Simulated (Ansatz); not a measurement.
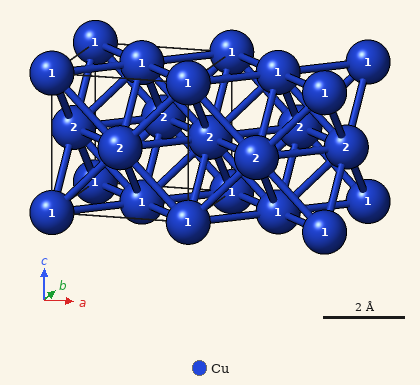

The structure (ball-and-stick view of the cell 2 times as large as that of the calculation, set on its symmetry axes, repeated 2 × 1 × 1, seen slightly off an axis; atoms are numbered from 1 in the order of the input). An atom can appear more than once, as a periodic image.

Single-point calculation of Cu

Cu (Fm-3m, 2 atoms in the cell), computed with DFT r2SCAN, scalar-relativistic, plane waves, PAW, no spin polarisation (Ansatz 0.2.0).

The structure derives from a Materials Project entry. It belongs to a series of runs on one base structure; here: the same crystal in its conventional cell. Figures and captions count atoms from 1; the log counts them from 0 in places.

Log
```
Engine: ansatz 0.2.0, x86_64-unknown-linux-gnu
Pseudopotentials: kind: paw
Pseudopotential: Cu, paw, valence charge 19, recommended cutoff 500 eV (meta_gga), Cu.paw.azcp
Functional definition: r2SCAN
  parameter k0 = 0.174
  parameter k1 = 0.065
  parameter a1 = 4.9479
  exchange = r2scan_x(k0 = k0, k1 = k1, a1 = a1)
  correlation = r2scan_c
Crystal: 2 atoms, lattice volume = 22.877 Å³
Basis set: ecut = 500 eV, 585 PW (Γ), exchange–correlation on 80×80×108 points (64 copies of the dense FFT grid, shifted against one another)
Bands: 23, of which v1, the nominal top of the filled ones, is band 19 counted from 1 (18 counted from 0)
Symmetry: 32 space group operations
Space group: Fm-3m (ITA 225), of the structure as read, at distance tolerance 2.8e-5 Å
k-points: 528 of 5600
Non-local potential: Cu, projectors of the file, l = 0: 3, l = 1: 2, l = 2: 3, l = 3: 1
PAW form: soft (Blöchl's): semilocal exchange-correlation on the pseudo side does not see the compensation charge
PAW frozen core: Cu, regenerated for the run's functional (the file was generated under x = pbe(κ = 0.804, μ = 0.2195149727645171), c = pbe(β = 0.06672455060314922))
PAW one-centre angular grid: Cu, 590 points (default); XC on 160 Gauss nodes
Initial density: superposition of atomic densities (neutral atoms: chi_scale 0, normalization atom), corrected by the library's trained network
Initial wavefunctions: pseudopotential atomic-orbital guess
Functional: x = r2scan, c = r2scan; τ floored in thin density (d = 2e-4 eV/Å³)
SCF iter   1: F=—  HF=-13262.514072 eV  |F-HF|=—  |Δ(HF+E_count)|=         —  Δρ=4.03e-2  dr2=2.03e-1  dr2_τ=1.51e-3  ethr=1.77e-3  ⟨swp⟩=4.9  Hψ=44556  notcnv=0
preconditioner: auto → none  [metal: Δε(μ)=0.009 eV  Ē_g=11.654 eV  σ=0.100 eV  W_gap=0.05  n_scr=6 (ndim 8)  ℏωp=36.4 eV  f_vac=0.000  D(μ)=0.62/eV (n_scr^D=2)  sad-step TF]
SCF iter   2: F=—  HF=-13262.491669 eV  |F-HF|=—  |Δ(HF+E_count)|=   2.24e-2  Δρ=1.04e-2  dr2=8.38e-3  dr2_τ=2.41e-3  ethr=5.34e-4  ⟨swp⟩=2.0  Hψ=23800  notcnv=0  defer=101
SCF iter   3: F=—  HF=-13262.479119 eV  |F-HF|=—  |Δ(HF+E_count)|=   1.26e-2  Δρ=6.42e-3  dr2=6.26e-3  dr2_τ=4.96e-5  ethr=2.20e-5  ⟨swp⟩=2.0  Hψ=24064  notcnv=0  defer=101
SCF iter   4: F=—  HF=-13262.477266 eV  |F-HF|=—  |Δ(HF+E_count)|=   1.85e-3  Δρ=7.87e-4  dr2=3.77e-5  dr2_τ=4.30e-6  ethr=1.65e-5  ⟨swp⟩=1.9  Hψ=15594  notcnv=0  defer=101
SCF iter   5: F=—  HF=-13262.477363 eV  |F-HF|=—  |Δ(HF+E_count)|=   9.73e-5  Δρ=1.59e-4  dr2=1.10e-6  dr2_τ=8.99e-8  ethr=9.92e-8  ⟨swp⟩=2.0  Hψ=22513  notcnv=0  defer=101
SCF iter   6: F=—  HF=-13262.477372 eV  |F-HF|=—  |Δ(HF+E_count)|=   8.89e-6  Δρ=3.87e-5  dr2=1.08e-7  dr2_τ=5.54e-9  ethr=2.63e-10  ⟨swp⟩=7.1  Hψ=58519  notcnv=0
SCF iter   7: F=-13262.477372 eV  HF=-13262.477372 eV  |F-HF|=1.46e-8  |Δ(HF+E_count)|=   1.82e-7  Δρ=1.01e-5  dr2=1.54e-8  dr2_τ=8.81e-11  ethr=2.63e-10  ⟨swp⟩=5.1  Hψ=49060  notcnv=0
SCF 1 converged in 7 iterations: F = -13262.477372 eV  dr2 = 1.54e-8
  greatest PAW one-centre occupation: 1.000 electrons in one spin orbital (limit 2), on the Cu atom at site 1 (counted from 0), in its partial waves of l = 0
SCF converged after 7 iterations
Free energy (F): -13262.477372 eV
Harris-Foulkes:  -13262.477372 eV  (|F-HF|=1.46e-8)
Internal energy: -13262.474179 eV  (E = F + TS)
E sigma→0 (E₀):  -13262.475776 eV
Entropy (-TS):   -0.003194 eV (-1.597 meV/atom)
Fermi energy:    17.261742 eV
--- Per-component energies (eV) ---
  E_band       = -749.496992
  E_kinetic    = 600.055265
  E_local      = -8003.631987  (includes V_loc(G=0)·N_el)
  E_nonlocal   = 790.686670
  E_hartree    = 3538.655005
  E_xc         = -167.875708
  E_vxc        = -249.764445  (∫ρ·V_xc dr)
  E_paw        = -3356.185626  (= ΣΔE_a)
  E_vpaw       = -982.122956  (= ΣTr[D̂ρ^β])
  E_aug_tail   = 0.000308  (compensation charges beyond the density's cutoff)
  E_vtau       = 17.984662  (kinetic-family band-sum trace: ∫τ·v_τ [+ j·A + Jᵃ·Aᵃ] dr)
  E_ewald      = -6663.575890
  E_core_change = -0.602216  (= ΣΔE_core)
  E_smearing   = -0.003194  (= −TS)
  E_closure    = 0.000000  (closes the sum)
  Σ components = -13262.477372   (vs F -13262.477372, Δ=0.00e0)
--- Forces (eV/Å), atoms counted from 1 ---
  atom   1  Cu    -0.00000000    -0.00000000     0.00000000
  atom   2  Cu     0.00000000    -0.00000000     0.00000000
  max |Σ_I F_I| component: 1.67e-29 eV/Å
--- Stress (GPa, compression-positive) ---
        0.075348      -0.000000       0.000000
        0.000000       0.075348       0.000000
        0.000000       0.000000      -0.131526
  P = ⅓ Tr σ = 0.0064 GPa (0.064 kbar)
--- Band table (eV; the first three rows and the last of 528) ---
  k-point 0: bands = ["-99.2633", "-99.2418", "-55.1357", "-55.0637", "-55.0637", "-55.0172", "-55.0162", "-55.0162", "7.2715", "11.9997", "12.5131", "14.0450", "14.0450", "14.0453", "14.9082", "14.9094", "15.4986", "15.6970", "15.6970", "18.7746", "24.9051", "31.1945", "31.1945"]
  k-point 1: bands = ["-99.2630", "-99.2420", "-55.1343", "-55.0631", "-55.0631", "-55.0187", "-55.0168", "-55.0168", "7.3377", "11.9994", "12.5313", "14.0249", "14.0608", "14.0608", "14.8901", "14.9166", "15.4911", "15.6694", "15.6694", "18.3723", "25.4335", "31.2912", "31.2912"]
  k-point 2: bands = ["-99.2622", "-99.2428", "-55.1300", "-55.0614", "-55.0614", "-55.0232", "-55.0186", "-55.0186", "7.5353", "11.9895", "12.5848", "13.9650", "14.1080", "14.1080", "14.8372", "14.9379", "15.4688", "15.5894", "15.5894", "17.4552", "26.7360", "31.5780", "31.5780"]
  k-point 527: bands = ["-99.2417", "-99.2417", "-55.0992", "-55.0992", "-55.0992", "-55.0992", "-55.0653", "-55.0653", "12.7905", "12.7905", "13.4708", "13.4708", "13.4708", "13.4708", "14.8623", "14.8623", "15.6981", "15.6981", "23.8236", "23.8236", "23.8236", "23.8236", "25.9835"]
```

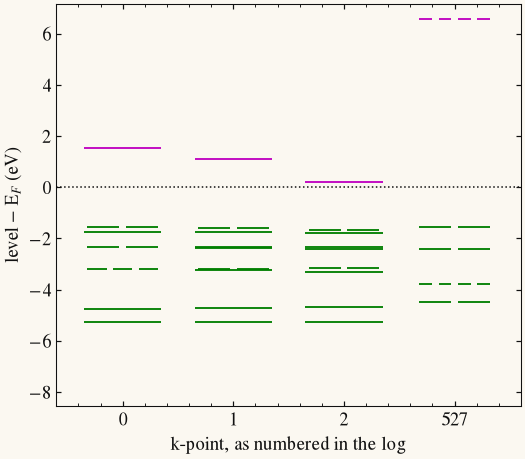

Kohn–Sham levels near the Fermi level (dotted) at the few k-points that the log prints; levels within 0.02 eV of each other stand side by side. The system is metallic on the full mesh.

The run was set up as follows.

The input
```yaml
crystal:
  lattice:
    - [1.7883311166, 1.7883311166, 0.0]
    - [-1.7883311166, 1.7883311166, 0.0]
    - [0.0, 0.0, 3.5766622332]
  atoms:
    - { symbol: Cu, position: [0.0, 0.0, 0.0] }
    - { symbol: Cu, position: [0.5, 0.5, 0.5] }
basis:
  ecutwfc: 500
kpoints:
  mp_grid: { grid: [20, 20, 14] }
hamiltonian:
  xc: r2scan
scf:
  occupations: { method: gaussian, width: 0.1 }
output:
  forces: true
  stress: true
  eigenvalues: true
```

Launched with:
```bash
ansatz run input.yaml --threads 1 --pin off --max-ram 2560MiB --backend cpu --events-out ev --progress --plain --runs-dir out
```

Results in brief

| quantity | value |
| --- | --- |
| outcome | converged |
| space group (tolerance 0.01 Å) | Fm-3m (225) |
| electrons treated | 38 |
| free energy | −13262.4774 eV |
| Fermi energy | 17.262 eV |
| gap on the k-point mesh | none (metallic) |
| pressure | 0.01 GPa |
| largest force (length of the vector) | under 0.001 eV/Å |
| hardware | 1 thread of Intel Xeon @ 2.50GHz (Skylake/Cascade Lake), 189 GiB of memory available, shared host |
| wall time | 57 s |
| peak memory | 0.59 GiB |
